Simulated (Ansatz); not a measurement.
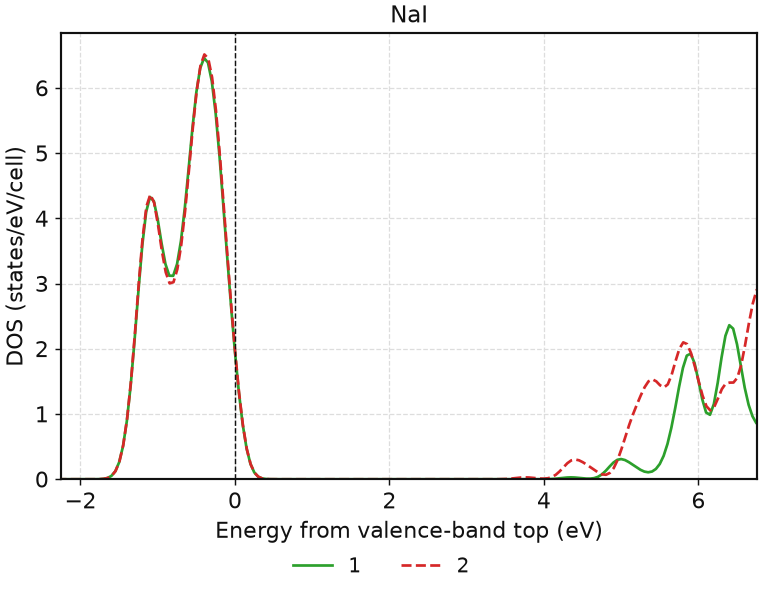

Total densities of states of NaI, space group I-4m2, 2 atoms in the cell, zincblende type, epitaxial (xy) strain −5.1%, by two methods on the same cell. The curves are built from the levels of the k mesh with Gaussians 0.3 eV wide, which also blur the band edges. Each is counted from its own valence-band top.

### Which curve is which? The methods: r2SCAN, PBE.

1 is r2SCAN; 2 is PBE. r2SCAN gives a gap of 4.35 eV and PBE gives a gap of 3.76 eV.

Settings. r2SCAN: DFT, r2SCAN, plane waves, PAW, no spin polarisation, 6×6×6 k mesh, 500 eV cutoff (Ansatz 0.2.0). PBE: DFT, PBE, plane waves, PAW, no spin polarisation, 6×6×6 k mesh, 420 eV cutoff, Fermi-Dirac smearing of 0.02 eV (Ansatz 0.2.0).

Spin-orbit coupling is left out, which matters for I.
